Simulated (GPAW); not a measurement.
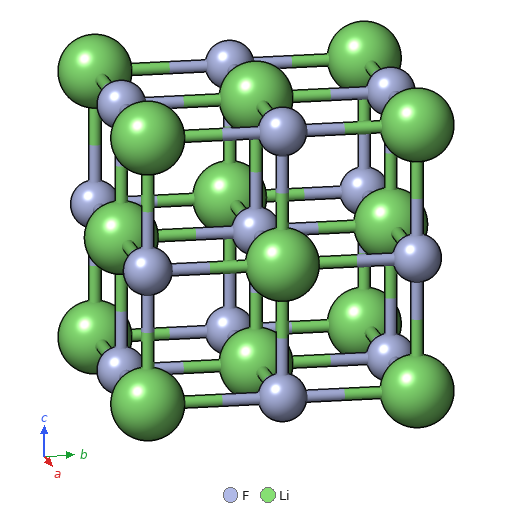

System: LiF, space group Fm-3m (No. 225). The picture shows the conventional cell.

Structure:
```cif
data_structure
_symmetry_space_group_name_H-M 'P 1'
_symmetry_Int_Tables_number 1
_cell_length_a 2.8482
_cell_length_b 2.8482
_cell_length_c 2.8482
_cell_angle_alpha 60.000
_cell_angle_beta 60.000
_cell_angle_gamma 60.000
_cell_volume 16.34
loop_
_atom_site_label
_atom_site_type_symbol
_atom_site_fract_x
_atom_site_fract_y
_atom_site_fract_z
_atom_site_occupancy
F1 F 0.50000 0.50000 0.50000 1
Li1 Li 0.00000 0.00000 0.00000 1
```

Calculation (GPAW 26.7.0): PAW DFT in plane waves, on a grid or in atomic orbitals, no spin polarisation; energies at scaled volumes of the given cell, shape and fractions fixed, counted from the fit's minimum, third-order Birch-Murnaghan fit. Level: PBE.

```json
{"setting": "k mesh", "value": "11×11×11"}
{"setting": "occupations", "value": "Fermi–Dirac"}
{"setting": "smearing width", "value": "0.05 eV"}
{"setting": "potentials", "value": "GPAW PAW data sets (gpaw data 1.2.1)"}
{"setting": "wave cutoff", "value": "800 eV"}
{"setting": "program settings", "value": "basis pw"}
```

The printed pressures vanish at a volume slightly off the minimum of the energy fit, as a finite basis (Pulay stress) and smearing make them.

Predict the energy and pressure against volume. The volume takes the values 7.6790, 7.8424, 8.0058, 8.1692, 8.3326, 8.4959, 8.6593 Å³/atom.

A third-order Birch–Murnaghan fit gives V0 = 8.58 Å³/atom, B0 = 71.3 GPa and B′ = 4.0. The energy falls from 25.33 meV/atom at volume 7.6790 Å³/atom to 0.16 meV/atom at 8.6593 Å³/atom. The pressure falls from 7.87 GPa at volume 7.6790 Å³/atom to −2.35 GPa at 8.6593 Å³/atom, and changes sign near 8.38 Å³/atom.

```tsv
volume (Å³/atom)	energy (meV/atom)	pressure (GPa)
7.6790	25.33	7.87
7.8424	16.40	5.70
8.0058	9.61	3.74
8.1692	4.76	1.97
8.3326	1.67	0.38
8.4959	0.19	-1.06
8.6593	0.16	-2.35
```

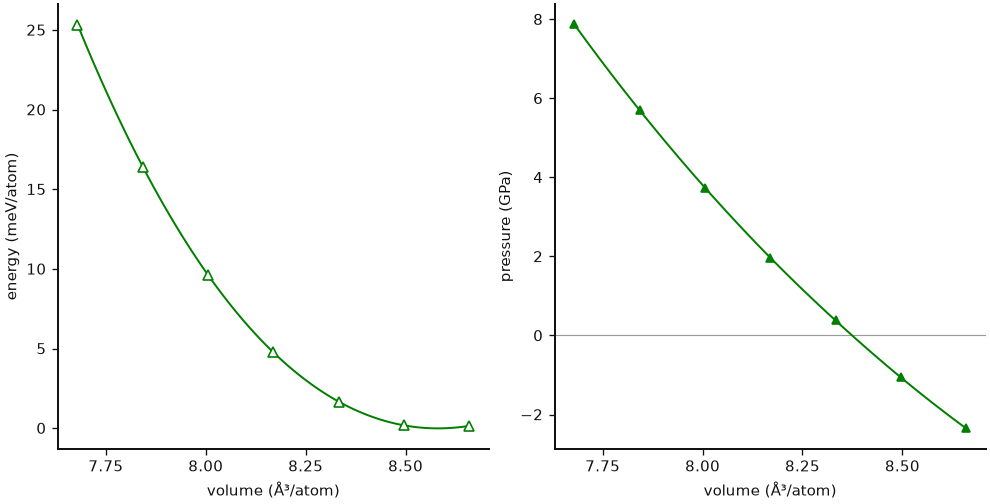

Keep in mind: the fit and the printed pressures don't fully agree, or the minimum lies near the end of the range.
